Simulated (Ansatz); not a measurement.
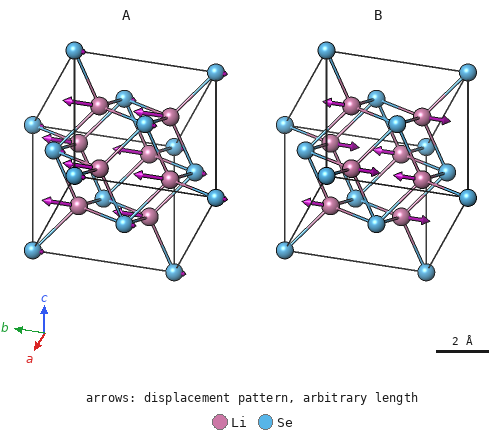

Modes of crystalline Li₂Se relaxed at 4 GPa, space group Fm-3m (No. 225), at the zone centre (one member of each degenerate set). The purple arrows give the relative displacements of the atoms. The picture is a ball-and-stick view of the conventional cell (4 times the calculation's cell), seen from a free direction. Lengths and directions refer to the drawn axes.

Level of theory: DFT PBEsol, scalar-relativistic, plane waves, PAW in Ansatz.

Frequencies are those without the non-analytic (LO–TO) term.

> Which are infrared-active and which Raman-active?

A is T₁u, infrared-active by symmetry (336 cm⁻¹). B is T₂g, Raman-active by symmetry (395 cm⁻¹). The crystal has a centre of inversion, so no mode is both.
